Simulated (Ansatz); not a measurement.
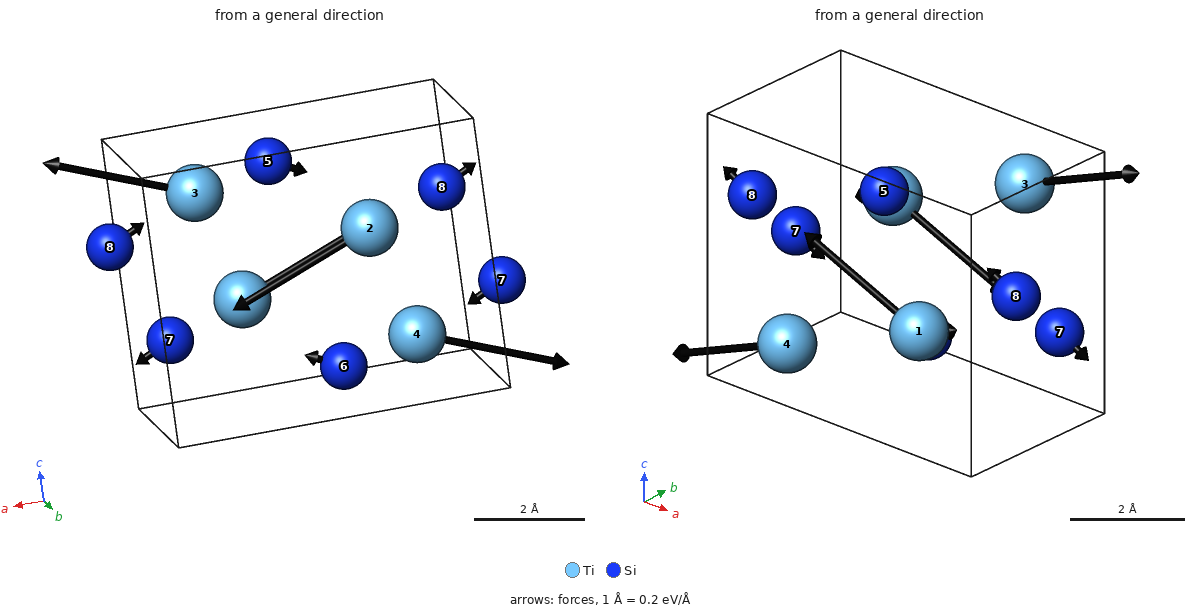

Crystal structure, spheres-only style, seen from two general directions. The edges of the simulation cell are marked. The arrows are the computed forces on the atoms.

System: TiSi. Calculation details: DFT PBEsol, scalar-relativistic, plane waves, PAW (Ansatz); a 420 eV plane-wave basis, k-point mesh 6×12×8, Gaussian smearing of 0.15 eV, no spin polarisation.

Q: Judging by the arrows, is the geometry relaxed?

A: No. The atoms still feel forces of up to about 0.49 eV/Å, far above a usual threshold of 0.01 to 0.03 eV/Å.

Q: Where is the maximum force, and how large is it?

A: All Ti atoms, about 0.49 eV/Å.

Starting structure: a structure listed in the Materials Project. The cell was then strained or its atoms displaced on purpose. It was run through Ansatz as a DFT input.
